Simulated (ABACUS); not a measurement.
## Run report: MnO, single-point calculation (part 2 of 2)

The same run, continued: MnO (2 atoms in the cell); Kohn-Sham DFT of a periodic cell, PBE, PseudoDojo NC SR 0.4.1 PBE standard, spin-polarised (ABACUS 3.10.1); cutoff 1360.57 eV, 10×10×10 k-mesh, fermi-dirac of 0.05 eV, collinear spins. The structure derives from a Materials Project entry.

Geometry of the input (Å; fractional positions):
```
0.0000  2.2239  2.2239
2.2239  0.0000  2.2239
2.2239  2.2239  0.0000
Mn 0.0000  0.0000  0.0000
O  0.5000  0.5000  0.5000
```

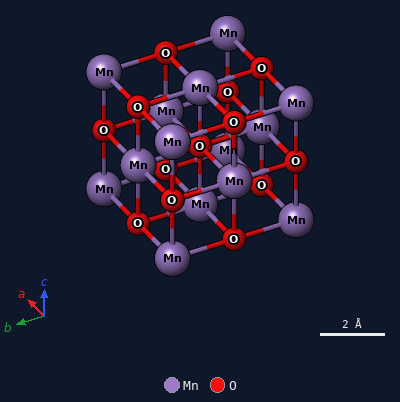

*The input geometry (ball-and-stick view of the cell 4 times as large as that of the calculation, set on its symmetry axes, seen at an oblique angle).*

The program's output, continued
```
 LCAO ALGORITHM --------------- ION=   1  ELEC=   2--------------------------------
          total magnetism (Bohr mag/cell) = 4.92484
       absolute magnetism (Bohr mag/cell) = 4.92484
                        nelec for spin up = 12.9624
                      nelec for spin down = 8.03758

 Density error is 0.0527818815443
----------------------------------------------------------
     Energy           Rydberg                 eV
----------------------------------------------------------
 E_KohnSham     -250.9321792514      -3414.1074493763
 E_Harris       -249.5523273718      -3395.3336014181
 E_Fermi        0.9543948508         12.9852081123
----------------------------------------------------------

 LCAO ALGORITHM --------------- ION=   1  ELEC=   3--------------------------------
          total magnetism (Bohr mag/cell) = 4.83245
       absolute magnetism (Bohr mag/cell) = 4.83245
                        nelec for spin up = 12.9162
                      nelec for spin down = 8.08378

 Density error is 0.0214325080461
----------------------------------------------------------
     Energy           Rydberg                 eV
----------------------------------------------------------
 E_KohnSham     -250.9336749976      -3414.1278000481
 E_Harris       -250.3891509250      -3406.7191699618
 E_Fermi        0.9661116233         13.1446229814
----------------------------------------------------------

 LCAO ALGORITHM --------------- ION=   1  ELEC=   4--------------------------------
          total magnetism (Bohr mag/cell) = 4.82323
       absolute magnetism (Bohr mag/cell) = 4.82323
                        nelec for spin up = 12.9116
                      nelec for spin down = 8.08839

 Density error is 0.0128226660867
----------------------------------------------------------
     Energy           Rydberg                 eV
----------------------------------------------------------
 E_KohnSham     -250.9339305503      -3414.1312770210
 E_Harris       -250.7820647624      -3412.0650369730
 E_Fermi        0.9751971637         13.2682380991
----------------------------------------------------------

 LCAO ALGORITHM --------------- ION=   1  ELEC=   5--------------------------------
          total magnetism (Bohr mag/cell) = 4.82057
       absolute magnetism (Bohr mag/cell) = 4.82057
                        nelec for spin up = 12.9103
                      nelec for spin down = 8.08972

 Density error is 0.00528687624035
----------------------------------------------------------
     Energy           Rydberg                 eV
----------------------------------------------------------
 E_KohnSham     -250.9339599520      -3414.1316770511
 E_Harris       -250.9199624930      -3413.9412318512
 E_Fermi        0.9804534746         13.3397538786
----------------------------------------------------------

 LCAO ALGORITHM --------------- ION=   1  ELEC=   6--------------------------------
          total magnetism (Bohr mag/cell) = 4.81741
       absolute magnetism (Bohr mag/cell) = 4.81741
                        nelec for spin up = 12.9087
                      nelec for spin down = 8.0913

 Density error is 0.00114101398265
----------------------------------------------------------
     Energy           Rydberg                 eV
----------------------------------------------------------
 E_KohnSham     -250.9339673511      -3414.1317777211
 E_Harris       -250.9173984544      -3413.9063463159
 E_Fermi        0.9816462778         13.3559827990
----------------------------------------------------------

 LCAO ALGORITHM --------------- ION=   1  ELEC=   7--------------------------------
          total magnetism (Bohr mag/cell) = 4.81998
       absolute magnetism (Bohr mag/cell) = 4.81998
                        nelec for spin up = 12.91
                      nelec for spin down = 8.09001

 Density error is 0.000225496961684
----------------------------------------------------------
     Energy           Rydberg                 eV
----------------------------------------------------------
 E_KohnSham     -250.9339711505      -3414.1318294141
 E_Harris       -250.9319920162      -3414.1049019112
 E_Fermi        0.9818456203         13.3586949922
----------------------------------------------------------

 LCAO ALGORITHM --------------- ION=   1  ELEC=   8--------------------------------
          total magnetism (Bohr mag/cell) = 4.81982
       absolute magnetism (Bohr mag/cell) = 4.81982
                        nelec for spin up = 12.9099
                      nelec for spin down = 8.09009

 Density error is 0.000130095824999
----------------------------------------------------------
     Energy           Rydberg                 eV
----------------------------------------------------------
 E_KohnSham     -250.9339713399      -3414.1318319911
 E_Harris       -250.9325078625      -3414.1119203600
 E_Fermi        0.9819210919         13.3597218364
----------------------------------------------------------

 LCAO ALGORITHM --------------- ION=   1  ELEC=   9--------------------------------
          total magnetism (Bohr mag/cell) = 4.8198
       absolute magnetism (Bohr mag/cell) = 4.8198
                        nelec for spin up = 12.9099
                      nelec for spin down = 8.0901

 Density error is 6.93534266532e-05
----------------------------------------------------------
     Energy           Rydberg                 eV
----------------------------------------------------------
 E_KohnSham     -250.9339713996      -3414.1318328042
 E_Harris       -250.9328626079      -3414.1167469181
 E_Fermi        0.9819657528         13.3603294796
----------------------------------------------------------

 LCAO ALGORITHM --------------- ION=   1  ELEC=  10--------------------------------
          total magnetism (Bohr mag/cell) = 4.81985
       absolute magnetism (Bohr mag/cell) = 4.81985
                        nelec for spin up = 12.9099
                      nelec for spin down = 8.09007

 Density error is 5.31735842801e-06
----------------------------------------------------------
     Energy           Rydberg                 eV
----------------------------------------------------------
 E_KohnSham     -250.9339714042      -3414.1318328656
 E_Harris       -250.9339671850      -3414.1317754616
 E_Fermi        0.9820093375         13.3609224786
----------------------------------------------------------

 LCAO ALGORITHM --------------- ION=   1  ELEC=  11--------------------------------
          total magnetism (Bohr mag/cell) = 4.81986
       absolute magnetism (Bohr mag/cell) = 4.81986
                        nelec for spin up = 12.9099
                      nelec for spin down = 8.09007

 Density error is 2.94335203067e-06
----------------------------------------------------------
     Energy           Rydberg                 eV
----------------------------------------------------------
 E_KohnSham     -250.9339714042      -3414.1318328662
 E_Harris       -250.9339557388      -3414.1316197271
 E_Fermi        0.9820096553         13.3609268025
----------------------------------------------------------

 LCAO ALGORITHM --------------- ION=   1  ELEC=  12--------------------------------
          total magnetism (Bohr mag/cell) = 4.81985
       absolute magnetism (Bohr mag/cell) = 4.81985
                        nelec for spin up = 12.9099
                      nelec for spin down = 8.09007

 Density error is 1.68492474121e-06
----------------------------------------------------------
     Energy           Rydberg                 eV
----------------------------------------------------------
 E_KohnSham     -250.9339714043      -3414.1318328680
 E_Harris       -250.9339673483      -3414.1317776824
 E_Fermi        0.9820097721         13.3609283927
----------------------------------------------------------

 LCAO ALGORITHM --------------- ION=   1  ELEC=  13--------------------------------
          total magnetism (Bohr mag/cell) = 4.81985
       absolute magnetism (Bohr mag/cell) = 4.81985
                        nelec for spin up = 12.9099
                      nelec for spin down = 8.09007

 Density error is 2.32949183758e-07
----------------------------------------------------------
     Energy           Rydberg                 eV
----------------------------------------------------------
 E_KohnSham     -250.9339714043      -3414.1318328674
 E_Harris       -250.9339670963      -3414.1317742541
 E_Fermi        0.9820099873         13.3609313206
----------------------------------------------------------

 LCAO ALGORITHM --------------- ION=   1  ELEC=  14--------------------------------
          total magnetism (Bohr mag/cell) = 4.81985
       absolute magnetism (Bohr mag/cell) = 4.81985
                        nelec for spin up = 12.9099
                      nelec for spin down = 8.09007

 Density error is 5.71449288411e-08
----------------------------------------------------------
     Energy           Rydberg                 eV
----------------------------------------------------------
 E_KohnSham     -250.9339714043      -3414.1318328680
 E_KS(sigma->0) -250.9337352314      -3414.1286195706
 E_Harris       -250.9339699257      -3414.1318127498
 E_band         -18.1675238604       -247.1818430529
 E_one_elec     -103.8519662504      -1412.9784895089
 E_Hartree      63.8371528752        868.5490231998
 E_xc           -45.2107056271       -615.1232071292
 E_Ewald        -165.7079800562      -2254.5727328350
 E_entropy(-TS) -0.0004723458        -0.0064265948
 E_descf        0.0000000000         0.0000000000
 E_exx          0.0000000000         0.0000000000
 E_Fermi        0.9820100356         13.3609319778
----------------------------------------------------------

 charge density convergence is achieved
 final etot is -3414.1318329 eV
 EFERMI = 13.360931978 eV

 STATE ENERGY(eV) AND OCCUPATIONS    NSPIN == 2
SPIN UP :
 1/47 kpoint (Cartesian) = 0.0000 0.0000 0.0000 (604 pws)
       1       -67.9893     0.00100000
       2       -36.9002     0.00100000
       3       -36.9002     0.00100000
       4       -36.9002     0.00100000
       5       -6.81775     0.00100000
       6        9.64286     0.00100000
       7        9.64286     0.00100000
       8        9.64286     0.00100000
       9        10.1050     0.00100000
      10        10.1050     0.00100000
      11        10.1050     0.00100000
      12        10.6336     0.00100000
      13        10.6336     0.00100000
      14        12.9780    0.000999528
      15        28.5809        0.00000
      16        29.7529        0.00000
      17        29.7529        0.00000

 2/47 kpoint (Cartesian) = 0.022483 0.022483 0.022483 (631 pws)
       1       -67.9887     0.00800000
       2       -36.9063     0.00800000
       3       -36.9010     0.00800000
       4       -36.9010     0.00800000
       5       -6.73239     0.00800000
       6        8.76618     0.00800000
       7        9.08393     0.00800000
       8        9.08393     0.00800000
       9        10.2228     0.00800000
      10        10.2228     0.00800000
      11        10.3752     0.00800000
      12        11.1980     0.00800000
      13        11.1980     0.00800000
      14        13.6812    1.32054e-05
      15        26.6007        0.00000
      16        29.4012        0.00000
      17        29.4012        0.00000

 3/47 kpoint (Cartesian) = 0.044966 0.044966 0.044966 (629 pws)
       1       -67.9869     0.00800000
       2       -36.9224     0.00800000
       3       -36.9030     0.00800000
       4       -36.9030     0.00800000
       5       -6.50132     0.00800000
       6        7.44338     0.00800000
       7        8.35177     0.00800000
       8        8.35177     0.00800000
       9        10.4303     0.00800000
      10        10.4303     0.00800000
      11        10.6330     0.00800000
      12        12.0564     0.00800000
      13        12.0564     0.00800000
      14        15.0020    4.45310e-17
      15        24.3369        0.00000
      16        28.1819        0.00000
      17        28.1819        0.00000

 4/47 kpoint (Cartesian) = 0.067449 0.067449 0.067449 (622 pws)
       1       -67.9846     0.00800000
       2       -36.9421     0.00800000
       3       -36.9055     0.00800000
       4       -36.9055     0.00800000
       5       -6.19813     0.00800000
       6        6.25363     0.00800000
       7        7.76881     0.00800000
       8        7.76881     0.00800000
       9        10.6897     0.00800000
      10        10.6897     0.00800000
      11        10.9543     0.00800000
      12        12.8181     0.00799985
      13        12.8181     0.00799985
      14        16.1696    3.21610e-27
      15        22.5075    2.86493e-82
      16        26.7355        0.00000
      17        26.7355        0.00000

 5/47 kpoint (Cartesian) = 0.089932 0.089932 0.089932 (624 pws)
       1       -67.9828     0.00800000
       2       -36.9580     0.00800000
       3       -36.9076     0.00800000
       4       -36.9076     0.00800000
       5       -5.93526     0.00800000
       6        5.43346     0.00800000
       7        7.40012     0.00800000
       8        7.40012     0.00800000
       9        10.9087     0.00800000
      10        10.9087     0.00800000
      11        11.2910     0.00800000
      12        13.3488     0.00448266
      13        13.3488     0.00448266
      14        16.7905    1.30164e-32
      15        21.4387    5.50286e-73
      16        25.6778        0.00000
      17        25.6778        0.00000

 6/47 kpoint (Cartesian) = 0.11241 0.11241 0.11241 (629 pws)
       1       -67.9823     0.00400000
       2       -36.9640     0.00400000
       3       -36.9084     0.00400000
       4       -36.9084     0.00400000
       5       -5.82969     0.00400000
       6        5.13870     0.00400000
       7        7.27439     0.00400000
       8        7.27439     0.00400000
       9        10.9949     0.00400000
      10        10.9949     0.00400000
      11        11.4479     0.00400000
      12        13.5417    0.000104712
      13        13.5417    0.000104712
      14        16.9089    6.09108e-34
      15        21.1501    8.83679e-71
      16        25.2921        0.00000
      17        25.2921        0.00000

[... levels at 88 further k points ...]

-------------------------------------------------
 Total Magnetism (uB)
-------------------------------------------------
                        Mn1         4.7178935319
                         O1         0.1019599194
-------------------------------------------------

 correction force for each atom along direction 1 is 4.76199e-15
 correction force for each atom along direction 2 is -2.04496e-14
 correction force for each atom along direction 3 is -2.14732e-14
------------------------------------------------------------------------------------------
 TOTAL-FORCE (eV/Angstrom)
------------------------------------------------------------------------------------------
                       Mn1         0.0000000000         0.0000000000         0.0000000000
                        O1         0.0000000000         0.0000000000         0.0000000000
------------------------------------------------------------------------------------------

----------------------------------------------------------------
 TOTAL-STRESS (KBAR)
----------------------------------------------------------------
         6.8631524441         0.0000000000         0.0000000000
         0.0000000000         6.8631524441         0.0000000000
         0.0000000000         0.0000000000         6.8631524441
----------------------------------------------------------------
 TOTAL-PRESSURE: 6.863152 KBAR

 --------------------------------------------
 !FINAL_ETOT_IS -3414.1318328679903971 eV
 --------------------------------------------
```
